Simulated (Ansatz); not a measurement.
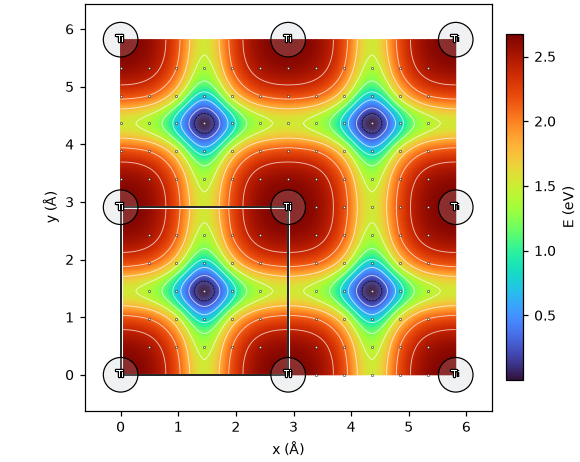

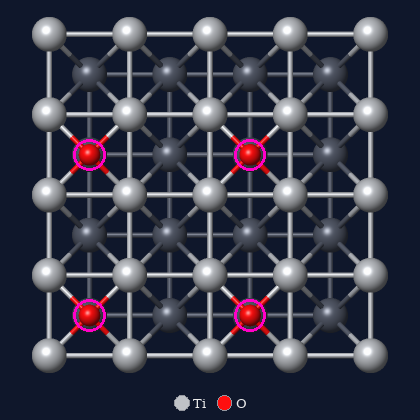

Energy landscape of O on a Ti(100) slab cut from the Fm-3m phase, its upper half relaxed before the scan (12 atoms of substrate and one adsorbate in a 2 × 2 cell). O is moved over the surface cell; relaxed at each place: the height of the adsorbate's atoms; substrate rigid; the origin of the map has the adsorbate above Ti9. Places are given modulo a cell vector. The map is drawn in real space over the plane of the surface. The scan uses a 6 × 6 grid; 10 points were computed and 26 follow by symmetry. Places are given in fractions of the 1 × 1 surface cell. Energies are in eV, from the lowest grid point. The runs have no spin polarisation; a magnetic state may lie lower. These are results of Ansatz 0.2.0, DFT PBE, scalar-relativistic, plane waves, PAW, not measurements. Settings: cutoff 420 eV, k-mesh 5×5×1, gaussian smearing 0.1 eV, no spin polarisation.

Drawn: a smooth colour map with a few white contour lines, dots at the grid points, labelled circles for the atoms of the top layer and small ones for the second layer, the outline of one cell of the 2 × 2 shown. Between grid points the surface is interpolated. The second picture is the structure at the lowest point; rings mark the moved atoms.

### What does the map say about the system?

The lowest grid point is at a fourfold hollow over a second-layer Ti atom, (3/6, 3/6) of the cell vectors. No other kind of well shows on this grid. The highest grid point, the top site over a surface Ti atom, (0/6, 0/6) of the cell vectors, lies 2.67 eV above the lowest. On the interpolated surface the easiest way out of the lowest well to its copy in the next cell or period passes a barrier of about 1.5 eV. At the lowest point the adsorbate has 4 Ti at 2.09 Å as nearest neighbours, at the highest 1 Ti at 1.69 Å. Its relaxed height above the top atom is 0.39 Å at the lowest and 1.69 Å at the highest point.

The values on the grid:

| second ↓, first → | 0/6 | 1/6 | 2/6 | 3/6 | 4/6 | 5/6 |
| --- | --- | --- | --- | --- | --- | --- |
| 5/6 | 2.59 | 2.51 | 2.10 | 1.39 | 2.10 | 2.51 |
| 4/6 | 2.19 | 2.10 | 1.60 | 0.77 | 1.60 | 2.10 |
| 3/6 | 1.53 | 1.39 | 0.77 | 0.00 | 0.77 | 1.39 |
| 2/6 | 2.19 | 2.10 | 1.60 | 0.77 | 1.60 | 2.10 |
| 1/6 | 2.59 | 2.51 | 2.10 | 1.39 | 2.10 | 2.51 |
| 0/6 | 2.67 | 2.59 | 2.19 | 1.53 | 2.19 | 2.59 |

The input of one point:

```yaml
crystal:
  lattice:
    - [5.8150893847, 0.0, 0.0]
    - [0.0, 5.8150893847, 0.0]
    - [0.0, 0.0, 19.3059825436]
  atoms:
    - { symbol: Ti, position: [0.25, 0.25, 0.2071896621] }
    - { symbol: Ti, position: [0.25, 0.75, 0.2071896621] }
    - { symbol: Ti, position: [0.75, 0.25, 0.2071896621] }
    - { symbol: Ti, position: [0.75, 0.75, 0.2071896621] }
    - { symbol: Ti, position: [0.0, 0.0, 0.3057583574] }
    - { symbol: Ti, position: [0.0, 0.5, 0.3057583574] }
    - { symbol: Ti, position: [0.5, 0.0, 0.3057583574] }
    - { symbol: Ti, position: [0.5, 0.5, 0.3057583574] }
    - { symbol: Ti, position: [0.25, 0.25, 0.4043297214] }
    - { symbol: Ti, position: [0.25, 0.75, 0.4043297214] }
    - { symbol: Ti, position: [0.75, 0.25, 0.4043297214] }
    - { symbol: Ti, position: [0.75, 0.75, 0.4043297214] }
    - { symbol: O, position: [0.5, 0.5, 0.4271205843] }
basis:
  ecutwfc: 420
kpoints:
  mp_grid: { grid: [5, 5, 1] }
hamiltonian:
  xc: pbe
  pseudopotentials: { kind: paw, azcp: { folder: soft_1 } }
scf:
  occupations: { method: gaussian, width: 0.1 }
output:
  forces: true
  eigenvalues: true
relax:
  adjacent_minimum: "off"
  f_tol: 0.025
  max_steps: 16
  constraints:
    - { sites: [0, 1, 2, 3, 4, 5, 6, 7, 8, 9, 10, 11] }
    - { sites: [12], fix: xy }
efield:
  axis: 3
  dipole_correction: true
  ramp_width: 0.04
```

Each point was launched as `ansatz run input.yaml --threads 4 --pin off --max-ram 12288MiB --backend cpu --events-out ev --progress --plain --runs-dir out`. Time for the 10 points that were run: 16 min on 4 threads of Arm Neoverse V1, on a shared host.
